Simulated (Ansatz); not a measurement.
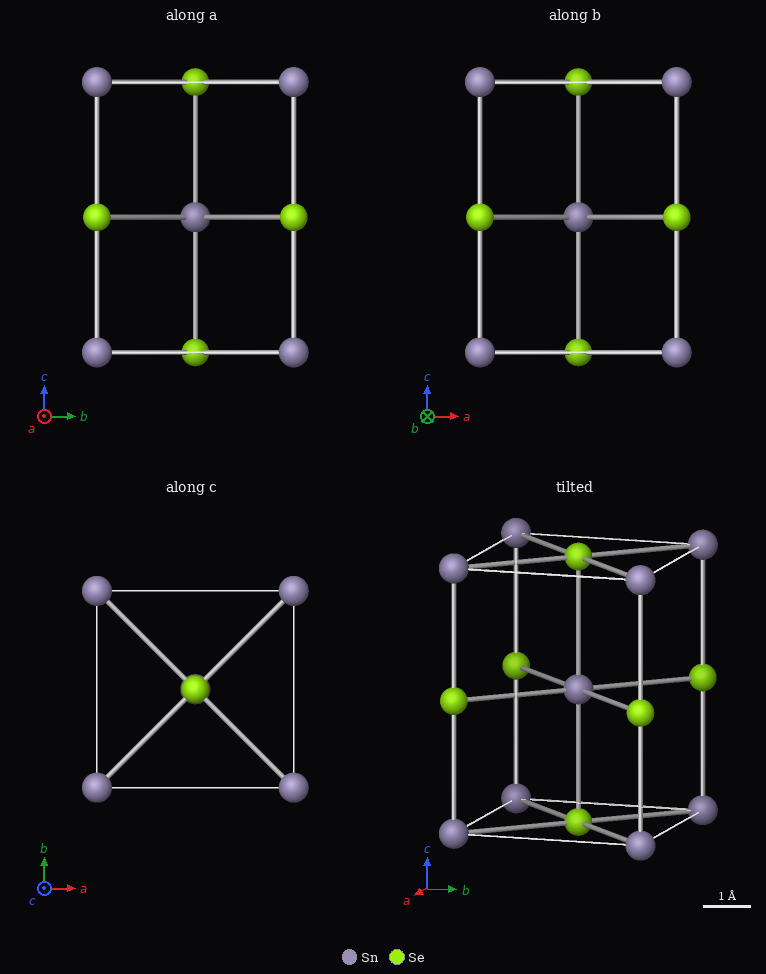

Shown here is a ball-and-stick view of the crystal, taken along the a axis, along the b axis, along the c axis and slightly off an axis. The conventional unit cell is drawn as a box.

Lattice parameters: a = 4.2456 Å, b = 4.2456 Å, c = 5.8325 Å, α = 90.000°, β = 90.000°, γ = 90.000°.

### Transcribe the picture into a CIF with its space group and independent sites.

```cif
data_structure
_symmetry_space_group_name_H-M 'I 4/m m m'
_symmetry_Int_Tables_number 139
_cell_length_a 4.2456
_cell_length_b 4.2456
_cell_length_c 5.8325
_cell_angle_alpha 90.000
_cell_angle_beta 90.000
_cell_angle_gamma 90.000
_cell_volume 105.13
loop_
_atom_site_label
_atom_site_type_symbol
_atom_site_symmetry_multiplicity
_atom_site_Wyckoff_symbol
_atom_site_fract_x
_atom_site_fract_y
_atom_site_fract_z
_atom_site_occupancy
Sn1 Sn 2 a 0.0000 0.0000 0.0000 1
Se1 Se 2 b 0.0000 0.0000 0.5000 1
```

Origin of the cell: a structure type filled with these elements by a generator (whether the compound takes this form wasn't checked). The cell was then strained or its atoms displaced on purpose. An electronic-structure calculation with Ansatz was run on it.
